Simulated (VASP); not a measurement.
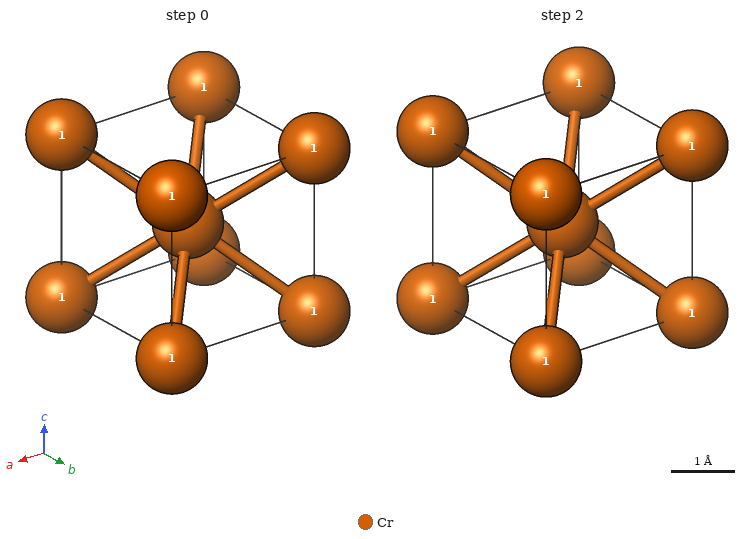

The structure of solid Cr (set up in Im-3m) before (left) and after (right) a relaxation, at one scale.

Style: ball-and-stick. Shown: the cell of the calculation, from a free direction.

The run lets cell and atoms move.

Level of theory: Kohn-Sham DFT of a periodic cell, r2SCAN, VASP PAW PBE potentials, recommended in VASP.

The input:
```
  PREC = Accurate
  ENCUT = 600
  EDIFF = 1E-7
  ISMEAR = 0
  SIGMA = 0.1
  LREAL = F
  LASPH = T
  NELM = 100
  ALGO = Normal
  ISIF = 3
  LWAVE = F
  LCHARG = F
  ISPIN = 2
  MAGMOM = 2 -2
  LORBIT = 11
  LMAXMIX = 4
  METAGGA = R2SCAN
  LMIXTAU = T
  IBRION = 2
  NSW = 80
  EDIFFG = -0.004
```

Launched with:
```bash
cat potpaw_PBE.64/Cr_pv/POTCAR > POTCAR
mpirun -np 1 vasp_std > vasp.out
```

What changed between the two?

Answer. No atom moves by more than 0.005 Å relative to the cell. The drawn cell changes as follows: a = b = c 2.884 → 2.962 Å (+2.7 %); the volume changes by +8.4 %. Among the contacts that change: Cr–Cr 2.498 → 2.565 Å. The space group stays Im-3m (No. 229). After 2 geometry steps the energy has fallen by 29.7 meV per atom. All forces vanish by symmetry, so only the cell relaxes. Pressure: 10.31 GPa at the start and −0.04 GPa at the end.
